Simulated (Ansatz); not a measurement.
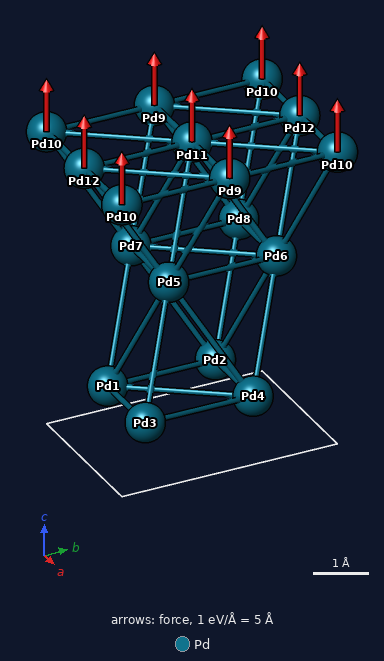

Starting geometry of a slab of composition Pd (cut from the Fm-3m phase) with the computed forces as red arrows. Style: ball-and-stick. Shown: the cell of the calculation, outlined in the plane, without the vacuum, slightly off an axis.

Case: clean slab, lower planes held. The slab is the (1 1 1) face of Pd. 4 atoms are held fixed.

The calculation used DFT PBE+D3(BJ), scalar-relativistic, plane waves, PAW in Ansatz.

The input:
```yaml
crystal:
  lattice:
    - [5.5001966168, 0.0, 0.0]
    - [-2.7500983084, 4.7633099959, 0.0]
    - [0.0, 0.0, 20.490891732]
  atoms:
    - { symbol: Pd, position: [0.3333333333, 0.1666666667, 0.3904173671] }
    - { symbol: Pd, position: [0.3333333333, 0.6666666667, 0.3904173671] }
    - { symbol: Pd, position: [0.8333333333, 0.1666666667, 0.3904173671] }
    - { symbol: Pd, position: [0.8333333333, 0.6666666667, 0.3904173671] }
    - { symbol: Pd, position: [0.6666666667, 0.3333333333, 0.5] }
    - { symbol: Pd, position: [0.6666666667, 0.8333333333, 0.5] }
    - { symbol: Pd, position: [0.1666666667, 0.3333333333, 0.5] }
    - { symbol: Pd, position: [0.1666666667, 0.8333333333, 0.5] }
    - { symbol: Pd, position: [0.0, 0.5, 0.6095826329] }
    - { symbol: Pd, position: [0.0, 0.0, 0.6095826329] }
    - { symbol: Pd, position: [0.5, 0.5, 0.6095826329] }
    - { symbol: Pd, position: [0.5, 0.0, 0.6095826329] }
basis:
  ecutwfc: 420
kpoints:
  mp_grid: { grid: [4, 4, 1] }
hamiltonian:
  xc: pbe
  dispersion: d3bj
scf:
  occupations: { method: gaussian, width: 0.1 }
output:
  forces: true
  eigenvalues: true
  write_density: true
  write_potential: true
  elf: true
  volumetric_format: npy
relax:
  adjacent_minimum: "off"
  f_tol: 0.03
  max_steps: 70
  constraints: [{ sites: [0, 1, 2, 3] }]
efield:
  axis: 3
  dipole_correction: true
  ramp_width: 0.04
```

Run as
```bash
ansatz run input.yaml --threads 4 --pin off --max-ram 10240MiB --backend cpu --events-out ev --progress --plain --runs-dir out
```

> What follows when this structure is relaxed?

It isn't relaxed: the largest force vector, on Pd atoms, is 0.21 eV/Å. The atoms end up moving mostly along the starting forces (cosine between the two patterns 0.89). The largest moves, 0.077 Å, are those of Pd9, Pd10, Pd11 and Pd12. Pd9 goes along the normal (+c). The lattice vectors keep their values. Among the contacts that change: Pd1–Pd5 2.750 → 2.782 Å. Over 2 geometry steps the energy falls by 31.6 meV per cell of the calculation. The largest force component goes from 0.21 to 0.0046 eV/Å. The run took 31 s on 4 threads of Arm Neoverse V1 (shared host), peak memory 1.3 GiB.
